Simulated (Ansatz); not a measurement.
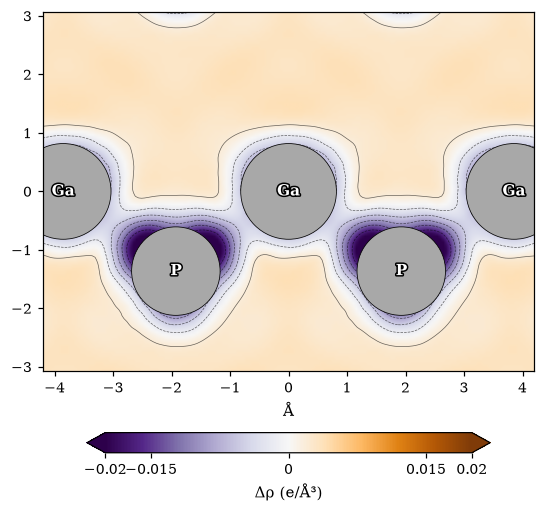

GaP. Difference of the valence pseudo-densities of two functionals at the same geometry, on the (011̄) plane of the calculation cell: PBEsol less BLYP.

Both computed with Ansatz (plane waves, PAW), on the same k-point mesh. Grey discs cover the atomic cores.

```
Ga P
1.0
     0.00000    2.72525    2.72525
     2.72525    0.00000    2.72525
     2.72525    2.72525    0.00000
Ga P
1 1
Direct
  0.00000 0.00000 0.00000
  0.75000 0.75000 0.75000
```

What does the difference map show?

Against BLYP, PBEsol gives less density around P (−0.008 e/Å³ on average at 0.9 Å from the nucleus), more density in the space between the atoms (+0.003 e/Å³ on average) and a change of −0.008 e/Å³ at the midpoint of Ga–P.
